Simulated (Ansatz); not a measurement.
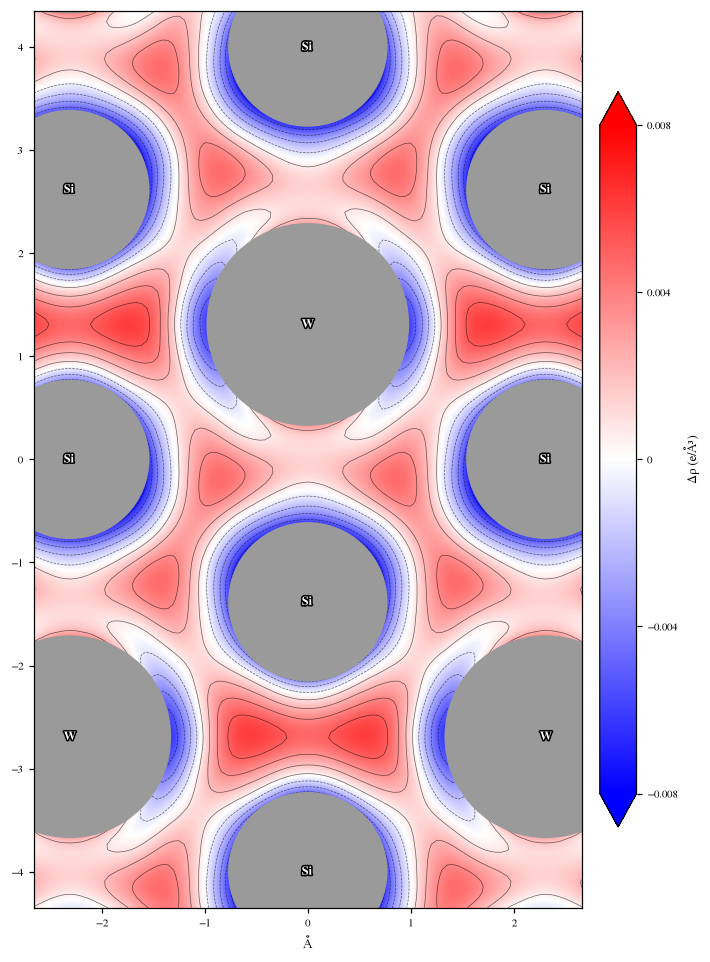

Si₂W: difference of two self-consistent densities at the same geometry, ρ(r2SCAN) − ρ(PBE), on the (001) plane of the conventional cell. Grey discs cover the cores, where the PAW densities can't be compared. Cores are masked to 0.8 Å (Si) and 1.0 Å (W).

Space group P6_222. Spin-orbit coupling, left out here, splits and shifts the levels of such heavy elements, by tenths of an eV up to several eV. The cell comes from a database of computed structures, not from a measurement.

Both runs: Ansatz, scalar-relativistic, plane waves and PAW, same cutoff, k-points and PAW files (made with PBE).

How does the change of level move the electrons?

Answer. Against PBE, and outside the masked cores, the largest gain, 0.006 e/Å³, lies 1.3 Å from a silicon nucleus and 1.7 Å from a tungsten one, and the largest loss lies at the edge of the masked core of W.
Bader charges are Si −0.06 and W +0.12 e with PBE and Si −0.08 and W +0.16 e with r2SCAN.
At this volume the pressure is −1 GPa with PBE and −5 GPa with r2SCAN.
The gap on the mesh is 0.14 eV with PBE and 0.25 eV with r2SCAN.

Run times: 48 s (r2SCAN) and 45 s (base cell), on 2 threads of AMD EPYC 9R45 96-Core Processor (Zen 5), with other jobs on the host.
